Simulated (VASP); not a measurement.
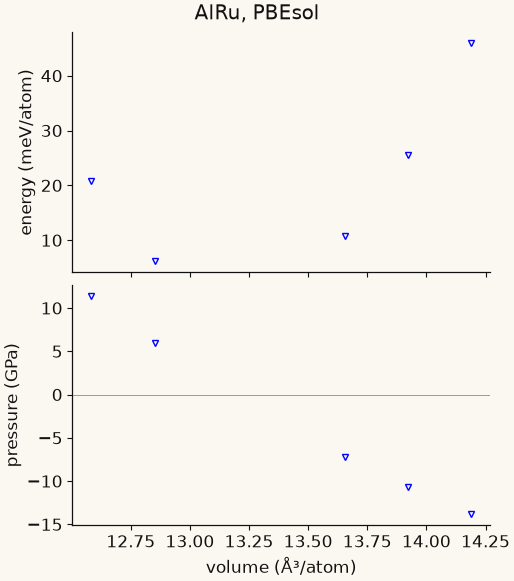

The figure shows the energy and pressure against volume for AlRu, space group Pm-3m (No. 221).

Starting cell:
```cif
data_structure
_symmetry_space_group_name_H-M 'P 1'
_symmetry_Int_Tables_number 1
_cell_length_a 2.9916
_cell_length_b 2.9916
_cell_length_c 2.9916
_cell_angle_alpha 90.000
_cell_angle_beta 90.000
_cell_angle_gamma 90.000
_cell_volume 26.77
loop_
_atom_site_label
_atom_site_type_symbol
_atom_site_fract_x
_atom_site_fract_y
_atom_site_fract_z
_atom_site_occupancy
Ru1 Ru 0.50000 0.50000 0.50000 1
Al1 Al 0.00000 0.00000 0.00000 1
```

How it was computed, with VASP 6.6.1: plane-wave DFT, no spin polarisation; energies at scaled volumes of the given cell, shape and fractions fixed, counted from the fit's minimum, third-order Birch-Murnaghan fit. Level: PBEsol.

```csv
setting,value
k mesh,9×9×9
occupations,Fermi–Dirac
smearing width,0.05 eV
potentials,"VASP PAW PBE potentials, recommended"
wave cutoff,520 eV
```

The points at volume 13.12 Å³/atom and 13.39 Å³/atom are left out of the plot. What values does the calculation give there?

| volume (Å³/atom) | energy (meV/atom) | pressure (GPa) |
| --- | --- | --- |
| 13.12 | 0.25 | 1.08 |
| 13.39 | 2.01 | −3.27 |
